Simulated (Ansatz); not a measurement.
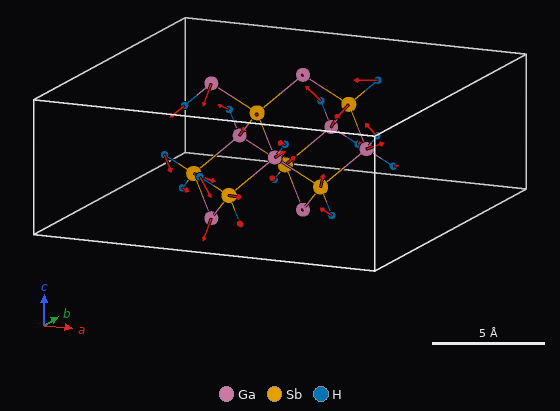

This is a relaxation of a wire of composition Ga3Sb3H7. The starting structure is drawn; red arrows show the displacements (the part carried along by the change of the cell is left out), magnified 5 times.

A ball-and-stick model of the cell of the calculation, with the vacuum cut short, seen slightly off an axis.

Case: wire along [0 0 1], 12 atoms a period, capped with H.

Method: DFT PBE, scalar-relativistic, plane waves, PAW (Ansatz).

Input
```yaml
crystal:
  lattice:
    - [18.7, 0.0, 0.0]
    - [0.0, 19.0, 0.0]
    - [0.0, 0.0, 6.2138412689]
  atoms:
    - { symbol: Ga, position: [0.5436975763, 0.5430076146, 0.0] }
    - { symbol: Sb, position: [0.6267703206, 0.6247686839, 0.75] }
    - { symbol: Ga, position: [0.5436975763, 0.3794854759, 0.5] }
    - { symbol: Ga, position: [0.5436975763, 0.7065297533, 0.5] }
    - { symbol: Sb, position: [0.2944793436, 0.4612465453, 0.25] }
    - { symbol: Sb, position: [0.6267703206, 0.4612465453, 0.25] }
    - { symbol: Ga, position: [0.3775520879, 0.5430076146, 0.5] }
    - { symbol: Ga, position: [0.7098430648, 0.5430076146, 0.5] }
    - { symbol: Sb, position: [0.4606248321, 0.2977244066, 0.25] }
    - { symbol: Sb, position: [0.4606248321, 0.6247686839, 0.25] }
    - { symbol: Ga, position: [0.3775520879, 0.3794854759, 0.0] }
    - { symbol: Sb, position: [0.4606248321, 0.4612465453, 0.75] }
    - { symbol: H, position: [0.6795654521, 0.6767302082, 0.9088822304] }
    - { symbol: H, position: [0.5921702995, 0.3317781116, 0.6458743285] }
    - { symbol: H, position: [0.5921702995, 0.7542371176, 0.3541256715] }
    - { symbol: H, position: [0.4952248532, 0.7542371176, 0.6458743285] }
    - { symbol: H, position: [0.2416842121, 0.5132080695, 0.0911177696] }
    - { symbol: H, position: [0.2416842121, 0.409285021, 0.4088822304] }
    - { symbol: H, position: [0.6795654521, 0.409285021, 0.0911177696] }
    - { symbol: H, position: [0.3290793647, 0.590714979, 0.6458743285] }
    - { symbol: H, position: [0.7583157879, 0.590714979, 0.3541256715] }
    - { symbol: H, position: [0.7583157879, 0.4953002503, 0.6458743285] }
    - { symbol: H, position: [0.5134199637, 0.2457628824, 0.0911177696] }
    - { symbol: H, position: [0.4078297005, 0.2457628824, 0.4088822304] }
    - { symbol: H, position: [0.4078297005, 0.6767302082, 0.0911177696] }
    - { symbol: H, position: [0.3290793647, 0.3317781116, 0.8541256715] }
basis:
  ecutwfc: 420
kpoints:
  mp_grid: { grid: [1, 1, 9] }
hamiltonian:
  xc: pbe
scf:
  occupations: { method: gaussian, width: 0.05 }
output:
  forces: true
  stress: true
  eigenvalues: true
  populations: true
  write_density: true
  write_potential: true
  elf: true
  volumetric_format: npy
relax:
  adjacent_minimum: "off"
  f_tol: 0.02
  max_steps: 45
  cell: { fix: [a, b, alpha, beta, gamma], stress_tol: 0.03 }
```

Run as
```bash
ansatz run input.yaml --threads 4 --pin off --max-ram 11264MiB --backend cpu --events-out ev --progress --plain --runs-dir out
```

Question: What did the optimiser do to the structure, and how much energy did it gain?

Answer: After 5 accepted moves (7 points after the start) the energy has fallen by 0.814 eV per cell of the calculation. The largest force component goes from 0.88 to 0.015 eV/Å. The line search rejected the trial step at point 3 of the run. The SCF was repeated once at an unchanged geometry on a basis and grid sized afresh for the cell, which shifted the energy by 1.3 meV per cell of the calculation at most. The atom that moves furthest relative to the centre of the atoms is H13 (0.25 Å). By element the largest moves are H 0.25 Å, Ga 0.24 Å, Sb 0.23 Å. Along the periodic axis the drawn cell goes c 6.214 → 6.182 Å (−0.5 %). Some distances before and after: Ga4–Sb10 2.691 → 2.733 Å, Ga11–Sb12 2.691 → 2.650 Å, Ga3–Sb9 2.691 → 2.715 Å, Ga1–Sb2 2.691 → 2.667 Å. Among the angles between lasting bonds that change: H15–Ga4–H16 109.5° → 126.0°, H23–Sb9–H24 109.5° → 95.7°, Sb2–Ga4–Sb10 109.5° → 96.5°.
